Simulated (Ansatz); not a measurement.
## Band-structure calculation of ZnO

System: ZnO (Cmcm, 4 atoms in the cell).
Method: DFT, r2SCAN+rVV10, plane waves, PAW, no spin polarisation (Ansatz 0.2.0).

The structure was built on a prototype by a generator. The geometry comes from this level: r2scan-rvv10.

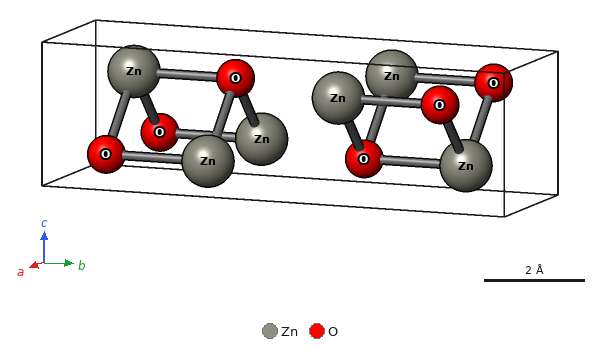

Fig. 1: The structure as given in the input (ball-and-stick view of the cell 2 times as large as that of the calculation, set on its symmetry axes, seen slightly off an axis).

### Input
```yaml
crystal:
  lattice:
    - [1.4311643864, -5.0029367597, 0.0]
    - [1.4311643864, 5.0029367597, 0.0]
    - [0.0, 0.0, 2.9237787513]
  atoms:
    - { symbol: Zn, position: [0.3589536428, 0.6410463572, 0.75] }
    - { symbol: Zn, position: [0.6410463572, 0.3589536428, 0.25] }
    - { symbol: O, position: [0.8607818546, 0.1392181454, 0.25] }
    - { symbol: O, position: [0.1392181454, 0.8607818546, 0.75] }
kpoints:
  mp_grid: { grid: [10, 10, 10] }
  band_path:
    path:
      - [0.0, 0.0, 0.0]
      - [-0.5, 0.5, 0.0]
      - [-0.2704582755, 0.7295417245, 0.0]
      - [0.2704582755, 0.2704582755, 0.0]
      - [0.0, 0.0, 0.5]
      - [0.2704582755, 0.2704582755, 0.5]
      - [-0.2704582755, 0.7295417245, 0.5]
      - [-0.5, 0.5, 0.5]
      - [0.0, 0.5, 0.0]
    npoints: 1
hamiltonian:
  xc: r2scan
  dispersion: rvv10
scf:
  occupations: { method: fermi_dirac, width: 0.03 }
  n_extra_bands: 5
output:
  forces: true
  stress: true
  eigenvalues: true
  write_density: true
  write_potential: true
  elf: true
  volumetric_format: npy
```

Run on 2 threads of Arm Neoverse V1, 112 GiB of memory available, shared host.

Run as:
```bash
ansatz run input.yaml --threads 2 --pin off --max-ram 2211MiB --backend cpu --events-out ev --progress --plain --runs-dir out
```

### The program's output
```
scf.n_extra_bands = 5 over 18 filled bands (N_el = 36.0): the run solves 23 bands
Engine: ansatz 0.2.0, aarch64-unknown-linux-gnu
Pseudopotentials: kind: paw
Pseudopotential: Zn, paw, valence charge 12, recommended cutoff 500 eV (meta_gga), Zn.paw.azcp
Pseudopotential: O, paw, valence charge 6, recommended cutoff 500 eV (meta_gga), O.paw.azcp
Functional definition: r2SCAN+rVV10
  parameter k0 = 0.174
  parameter k1 = 0.065
  parameter a1 = 4.9479
  exchange = r2scan_x(k0 = k0, k1 = k1, a1 = a1)
  correlation = r2scan_c + rvv10(11.95, 0.0093)
Crystal: 4 atoms, lattice volume = 41.869 Å³
Basis set: ecut = 500 eV, 1061 PW (Γ), exchange–correlation on 180×180×96 points (64 copies of the dense FFT grid, shifted against one another)
Bands: 23, of which v1, the nominal top of the filled ones, is band 18 counted from 1 (17 counted from 0)
Symmetry: 8 space group operations
Space group: Cmcm (ITA 63), of the structure as read, at distance tolerance 3.5e-5 Å
k-points: 186 of 1000
Non-local potential: Zn, projectors of the file, l = 0: 2, l = 1: 2, l = 2: 3, l = 3: 1
Non-local potential: O, projectors of the file, l = 0: 2, l = 1: 2, l = 2: 1
PAW form: soft (Blöchl's): semilocal exchange-correlation on the pseudo side does not see the compensation charge
rVV10 density: all electrons in the spheres
PAW frozen core: Zn, regenerated for the run's functional (the file was generated under x = pbe(κ = 0.804, μ = 0.2195149727645171), c = pbe(β = 0.06672455060314922))
PAW frozen core: O, regenerated for the run's functional (the file was generated under x = pbe(κ = 0.804, μ = 0.2195149727645171), c = pbe(β = 0.06672455060314922))
PAW one-centre angular grid: Zn, 590 points (default); XC on 261 of its mesh's 2673 points in the sphere
PAW one-centre angular grid: O, 302 points (default); XC on 160 Gauss nodes
Initial density: superposition of atomic densities (neutral atoms: chi_scale 0, normalization atom), corrected by the library's trained network
Initial wavefunctions: pseudopotential atomic-orbital guess
Functional: x = r2scan, c = r2scan + rvv10(b = 11.95, C = 0.0093); τ floored in thin density (d = 2e-4 eV/Å³)
SCF iter   1: F=—  HF=-7786.077626 eV  |F-HF|=—  |Δ(HF+E_count)|=         —  Δρ=2.15e-2  dr2=9.59e-2  dr2_τ=9.58e-2  ethr=1.77e-3  ⟨swp⟩=5.8  Hψ=19248  notcnv=0
preconditioner: auto → none  [insulator: Δε(μ)=0.712 eV  Ē_g=14.848 eV  σ=0.030 eV  W_gap=1.00  n_scr=14 (ndim 8)  ℏωp=34.4 eV  f_vac=0.000  D(μ)=0.00/eV (n_scr^D=0)  ε∞_Penn≈6.4]
SCF iter   2: F=—  HF=-7786.104772 eV  |F-HF|=—  |Δ(HF+E_count)|=   2.71e-2  Δρ=4.66e-3  dr2=7.47e-3  dr2_τ=7.86e-4  ethr=2.66e-4  ⟨swp⟩=2.4  Hψ=9619  notcnv=0  defer=184
SCF iter   3: F=—  HF=-7786.100288 eV  |F-HF|=—  |Δ(HF+E_count)|=   4.48e-3  Δρ=4.50e-3  dr2=3.11e-3  dr2_τ=2.22e-4  ethr=2.08e-5  ⟨swp⟩=2.0  Hψ=7826  notcnv=0  defer=184
SCF iter   4: F=—  HF=-7786.100355 eV  |F-HF|=—  |Δ(HF+E_count)|=   6.65e-5  Δρ=1.74e-3  dr2=1.11e-3  dr2_τ=1.21e-4  ethr=8.63e-6  ⟨swp⟩=2.7  Hψ=8084  notcnv=0  defer=184
SCF iter   5: F=—  HF=-7786.100101 eV  |F-HF|=—  |Δ(HF+E_count)|=   2.53e-4  Δρ=1.64e-4  dr2=9.58e-6  dr2_τ=2.10e-6  ethr=3.09e-6  ⟨swp⟩=2.0  Hψ=6998  notcnv=0  defer=184
SCF iter   6: F=—  HF=-7786.100100 eV  |F-HF|=—  |Δ(HF+E_count)|=   8.86e-7  Δρ=7.91e-5  dr2=1.92e-6  dr2_τ=9.23e-8  ethr=2.66e-8  ⟨swp⟩=2.4  Hψ=7556  notcnv=0  defer=184
SCF iter   7: F=—  HF=-7786.100100 eV  |F-HF|=—  |Δ(HF+E_count)|=   8.24e-8  Δρ=5.45e-5  dr2=1.15e-6  dr2_τ=6.88e-8  ethr=5.34e-9  ⟨swp⟩=2.0  Hψ=7398  notcnv=0  defer=184
SCF iter   8: F=—  HF=-7786.100100 eV  |F-HF|=—  |Δ(HF+E_count)|=   2.21e-7  Δρ=2.30e-5  dr2=2.08e-7  dr2_τ=3.91e-9  ethr=3.20e-9  ⟨swp⟩=1.8  Hψ=6063  notcnv=0  defer=184
SCF iter   9: F=-7786.100100 eV  HF=-7786.100100 eV  |F-HF|=7.36e-9  |Δ(HF+E_count)|=   4.69e-8  Δρ=4.99e-6  dr2=9.77e-9  dr2_τ=1.89e-10  ethr=2.78e-10  ⟨swp⟩=11.9  Hψ=29493  notcnv=0
SCF 1 converged in 9 iterations: F = -7786.100100 eV  dr2 = 9.77e-9
  greatest PAW one-centre occupation: 0.992 electrons in one spin orbital (limit 2), on the Zn atom at site 1 (counted from 0), in its partial waves of l = 2
```

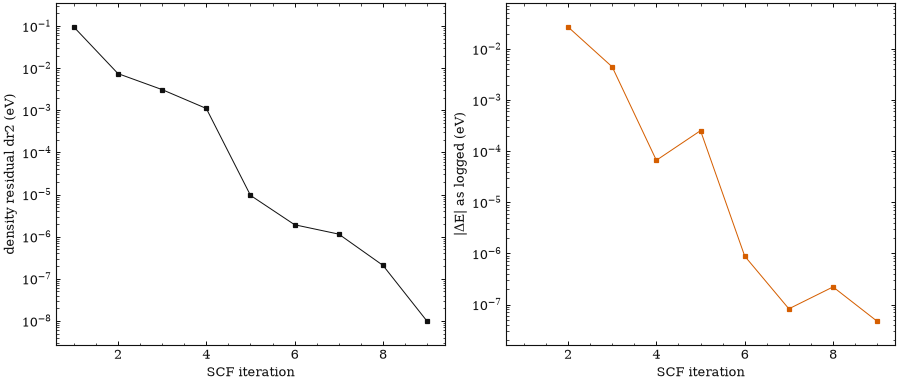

Fig. 2: Convergence of the self-consistent field: density residual dr2 and size of the energy change against the SCF iteration. The residual falls at every step.

```
NSCF: frozen V_eff on 9 k-points
SCF converged after 9 iterations
Free energy (F): -7786.100100 eV
Harris-Foulkes:  -7786.100100 eV  (|F-HF|=7.36e-9)
Internal energy: -7786.100100 eV  (E = F + TS)
E sigma→0 (E₀):  -7786.100100 eV
Entropy (-TS):   -0.000000 eV (-0.000 meV/atom)
Fermi energy:    9.541363 eV
--- Per-component energies (eV) ---
  E_band       = 104.610054
  E_kinetic    = 614.068644
  E_local      = -3745.801692  (includes V_loc(G=0)·N_el)
  E_nonlocal   = 1344.030017
  E_hartree    = 1550.820992
  E_xc         = -390.350453
  E_vxc        = -315.101242  (∫ρ·V_xc dr)
  E_paw        = -4031.009370  (= ΣΔE_a)
  E_vpaw       = -913.137456  (= ΣTr[D̂ρ^β])
  E_aug_tail   = 0.001572  (compensation charges beyond the density's cutoff)
  E_vtau       = 18.910751  (kinetic-family band-sum trace: ∫τ·v_τ [+ j·A + Jᵃ·Aᵃ] dr)
  E_ewald      = -3127.430691
  E_core_change = -0.429119  (= ΣΔE_core)
  E_smearing   = -0.000000  (= −TS)
  E_closure    = -0.000000  (closes the sum)
  Σ components = -7786.100100   (vs F -7786.100100, Δ=0.00e0)
--- Forces (eV/Å), atoms counted from 1 ---
  atom   1  Zn    -0.00000000    -0.00417297     0.00000000
  atom   2  Zn     0.00000000     0.00417297     0.00000000
  atom   3  O      0.00000000     0.00206216     0.00000000
  atom   4  O     -0.00000000    -0.00206216     0.00000000
  max |Σ_I F_I| component: 0.00e0 eV/Å
--- Stress (GPa, compression-positive) ---
        0.042532      -0.000000      -0.000000
       -0.000000       0.001903      -0.000000
       -0.000000      -0.000000      -0.013960
  P = ⅓ Tr σ = 0.0102 GPa (0.102 kbar)
--- Band table (eV; the first three rows and the last of 186) ---
  k-point 0: bands = ["-10.7841", "-9.7864", "3.0022", "3.2500", "3.4462", "3.5900", "3.6994", "3.8709", "3.8877", "3.9511", "3.9781", "3.9837", "4.0232", "6.1214", "6.5773", "6.9736", "7.0202", "7.5889", "9.8014", "14.3020", "17.7522", "22.4515", "25.0358"]
  k-point 1: bands = ["-10.7052", "-9.7436", "2.9566", "3.1724", "3.3754", "3.5382", "3.6262", "3.6931", "3.6962", "3.8920", "3.9172", "3.9601", "4.3643", "5.8195", "6.3893", "6.8847", "7.2828", "7.7182", "10.4901", "14.7083", "17.7539", "21.9085", "23.5954"]
  k-point 2: bands = ["-10.4839", "-9.6352", "2.7909", "2.8569", "3.0466", "3.2865", "3.3095", "3.3974", "3.7017", "3.8311", "3.8434", "3.9573", "4.9250", "5.3953", "5.5563", "7.5691", "7.8541", "7.8869", "11.7577", "15.6695", "17.7425", "20.6172", "21.6056"]
  k-point 185: bands = ["-9.5671", "-9.5671", "1.2379", "1.2379", "2.6015", "2.6015", "2.6926", "2.6926", "3.8852", "3.8852", "4.0294", "4.0294", "5.0163", "5.0163", "8.0011", "8.0011", "9.1491", "9.1491", "14.1852", "14.1852", "18.1451", "18.1451", "21.4316"]
```

### File bands.tsv
```
# k_distance	band_0	band_1	band_2	band_3	band_4	band_5	band_6	band_7	band_8	band_9	band_10	band_11	band_12	band_13	band_14	band_15	band_16	band_17	band_18	band_19	band_20	band_21	band_22
# fermi_ev = 9.541363
# lock_threshold_ev = 1e-6
# [0, 0, 0] at k_distance = 0.000000
# [-0.5, 0.5, 0] at k_distance = 0.627950
# [-0.2704582755, 0.7295417245, 0] at k_distance = 1.635698
# [0.2704582755, 0.2704582755, 0] at k_distance = 2.288836
# [0, 0, 0.5] at k_distance = 3.890217
# [0.2704582755, 0.2704582755, 0.5] at k_distance = 5.077599
# [-0.2704582755, 0.7295417245, 0.5] at k_distance = 5.730738
# [-0.5, 0.5, 0.5] at k_distance = 6.738486
# [0, 0.5, 0] at k_distance = 8.306215
# levels_relative_to = fermi_ev
# free_energy_ev = -7786.100100
# largest_residual_norms_ev = 5.979e-4 8.948e-4 2.736e-3 1.140e-3 5.247e-4 8.345e-4 7.618e-4 1.012e-3 9.732e-4 7.873e-4 6.930e-4 6.413e-4 1.032e-3 1.678e-3 1.246e-3 1.325e-3 1.245e-3 1.754e-3 1.162e-3 1.007e-3 1.229e-3 1.733e-3 1.779e-3
0.000000	-20.325436	-19.327729	-6.539193	-6.291407	-6.095127	-5.951330	-5.841918	-5.670511	-5.653686	-5.590225	-5.563276	-5.557653	-5.518133	-3.419987	-2.964109	-2.567783	-2.521129	-1.952475	0.260076	4.760640	8.210885	12.910177	15.494397
0.627950	-20.102780	-19.580854	-6.514976	-6.464779	-6.284702	-6.088664	-5.885971	-5.861407	-5.699160	-5.601582	-5.559281	-5.506698	-4.064022	-3.397838	-3.196809	-3.160685	-2.737900	-2.389444	2.723124	3.379484	9.047361	10.879821	12.943332
1.635698	-19.093529	-19.023591	-8.312734	-7.979111	-7.085045	-7.037620	-6.866368	-6.523131	-5.702740	-5.700910	-5.631987	-5.473855	-4.631950	-4.239969	-2.259241	-1.638476	-0.425260	-0.417681	3.836831	7.216737	7.276828	10.665987	10.696436
2.288836	-19.093529	-19.023591	-8.312734	-7.979111	-7.085045	-7.037620	-6.866368	-6.523131	-5.702740	-5.700910	-5.631987	-5.473855	-4.631950	-4.239969	-2.259241	-1.638476	-0.425260	-0.417681	3.836831	7.216737	7.276828	10.665987	10.696436
3.890217	-19.123916	-19.123916	-8.065758	-8.065758	-6.958355	-6.958355	-6.668646	-6.668646	-5.636380	-5.636380	-5.618136	-5.618136	-4.506442	-4.506442	-2.496289	-2.496289	-0.375713	-0.375713	6.141043	6.141043	8.173935	8.173935	10.938662
5.077599	-18.841026	-18.841026	-6.658766	-6.658766	-6.180819	-6.180819	-5.861253	-5.861253	-5.655106	-5.655106	-5.273943	-5.273943	-4.953807	-4.953807	-4.506980	-4.506980	-2.605241	-2.605241	4.380218	4.380218	9.795503	9.795503	11.292032
5.730738	-18.841026	-18.841026	-6.658766	-6.658766	-6.180819	-6.180819	-5.861253	-5.861253	-5.655106	-5.655106	-5.273943	-5.273943	-4.953807	-4.953807	-4.506980	-4.506980	-2.605241	-2.605241	4.380218	4.380218	9.795503	9.795503	11.292032
6.738486	-19.108459	-19.108459	-8.303443	-8.303443	-6.939842	-6.939842	-6.848782	-6.848782	-5.656202	-5.656202	-5.511936	-5.511936	-4.525043	-4.525043	-1.540312	-1.540312	-0.392233	-0.392233	4.643841	4.643841	8.603687	8.603687	11.890189
8.306215	-19.135472	-18.950860	-8.267267	-8.099430	-7.104116	-7.048859	-6.908515	-6.505056	-5.718478	-5.681497	-5.615882	-5.466850	-4.616811	-4.195966	-2.128878	-1.897205	-0.425024	-0.344064	4.273288	6.361364	7.726068	10.213859	10.831822
```

### File rho_z.tsv
```
# z_ang	rho[e/angstrom^3]
# format = ansatz-planar-average/11
# lattice	1.431164386	-5.002936760	0.000000000
# lattice	1.431164386	5.002936760	0.000000000
# lattice	0.000000000	0.000000000	2.923778751
# sites	4
# site	30	1.431164386	1.411292011	2.192834063
# site	30	1.431164386	-1.411292011	0.730944688
# site	8	1.431164386	-3.609937605	0.730944688
# site	8	1.431164386	3.609937605	2.192834063
0.000000	3.502155e-1
0.121824	3.846704e-1
0.243648	5.033031e-1
0.365472	7.380449e-1
0.487296	1.091546e0
0.609121	1.456780e0
0.730945	1.619076e0
0.852769	1.456780e0
0.974593	1.091546e0
1.096417	7.380449e-1
1.218241	5.033031e-1
1.340065	3.846704e-1
1.461889	3.502155e-1
1.583713	3.846704e-1
1.705538	5.033031e-1
1.827362	7.380449e-1
1.949186	1.091546e0
2.071010	1.456780e0
2.192834	1.619076e0
2.314658	1.456780e0
2.436482	1.091546e0
2.558306	7.380449e-1
2.680131	5.033031e-1
2.801955	3.846704e-1
```

### File v_z.tsv
```
# z_ang	v_es[eV]	v_tot[eV]
# format = ansatz-planar-average/11
# xc	r2scan
# density_cutoff_ev	2500
# datasets	Zn=:simpson_from_first_knot:soft:shift=0	O=:simpson_from_first_knot:soft:shift=0
# lattice	1.431164386	-5.002936760	0.000000000
# lattice	1.431164386	5.002936760	0.000000000
# lattice	0.000000000	0.000000000	2.923778751
# sites	4
# site	30	1.431164386	1.411292011	2.192834063
# site	30	1.431164386	-1.411292011	0.730944688
# site	8	1.431164386	-3.609937605	0.730944688
# site	8	1.431164386	3.609937605	2.192834063
0.000000	7.375570e0	-3.313155e0
0.121824	6.831570e0	-4.093807e0
0.243648	5.582777e0	-5.824363e0
0.365472	4.112321e0	-7.940814e0
0.487296	2.794526e0	-9.830548e0
0.609121	1.897847e0	-1.101601e1
0.730945	1.577243e0	-1.145435e1
0.852769	1.897847e0	-1.101601e1
0.974593	2.794526e0	-9.830548e0
1.096417	4.112321e0	-7.940814e0
1.218241	5.582777e0	-5.824363e0
1.340065	6.831570e0	-4.093807e0
1.461889	7.375570e0	-3.313155e0
1.583713	6.831570e0	-4.093807e0
1.705538	5.582777e0	-5.824363e0
1.827362	4.112321e0	-7.940814e0
1.949186	2.794526e0	-9.830548e0
2.071010	1.897847e0	-1.101601e1
2.192834	1.577243e0	-1.145435e1
2.314658	1.897847e0	-1.101601e1
2.436482	2.794526e0	-9.830548e0
2.558306	4.112321e0	-7.940814e0
2.680131	5.582777e0	-5.824363e0
2.801955	6.831570e0	-4.093807e0
```

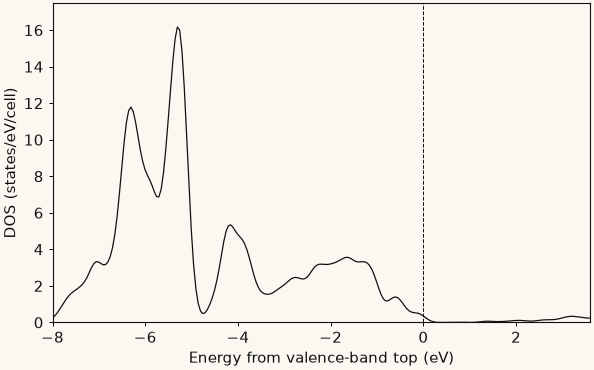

Fig. 3: Density of states (the curve is built from the levels of the k mesh with Gaussians 0.3 eV wide, which also blur the band edges), with energies from the valence-band top. There is a gap of 0.60 eV on the k-point mesh. Small ripples come from the finite k-point mesh.

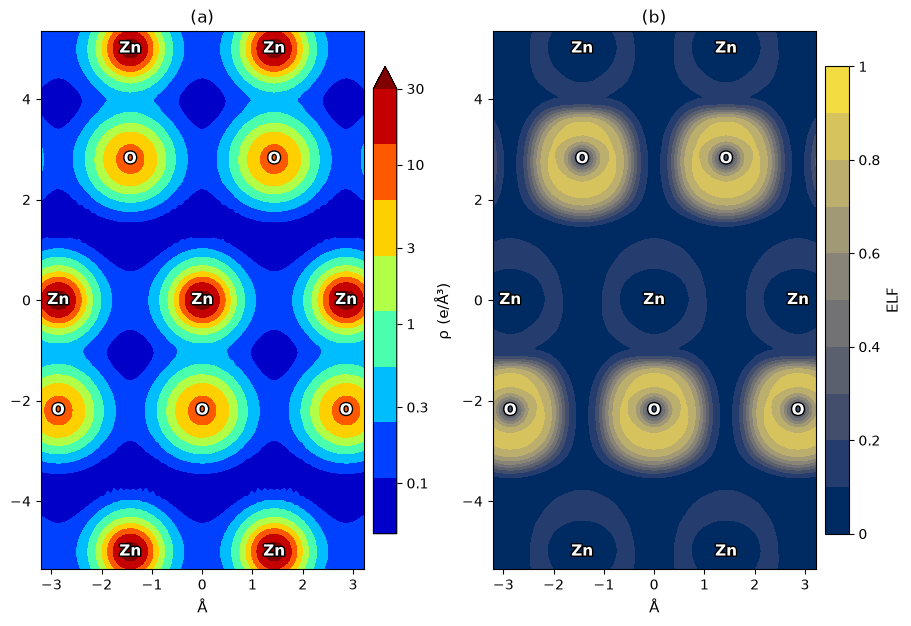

Fig. 4: (a) valence electron density; (b) electron localisation function on the (001) plane of the conventional cell. The section cuts through Zn and O sites. Zn–O (2.20 Å): ρ is about 0.38 e/Å³ halfway; the ELF peaks at about 0.85 in the valence shell of O, 0.6 Å from its nucleus, and drops to about 0.10 between the two atoms. Away from the nuclei the density in this plane falls to 0.05 e/Å³ at its lowest. The fields are those of the smooth PAW valence density.

### Key numbers

| quantity | value |
| --- | --- |
| outcome | converged |
| space group (tolerance 0.01 Å) | Cmcm (63) |
| electrons treated | 36 |
| free energy | −7786.1001 eV |
| Fermi energy | 9.541 eV |
| band gap | 0.60 eV |
| pressure | 0.01 GPa |
| largest force (length of the vector) | 0.004 eV/Å |
| wall time | 26 s (CPU time 52 s) |
| peak memory | 0.7 GiB |
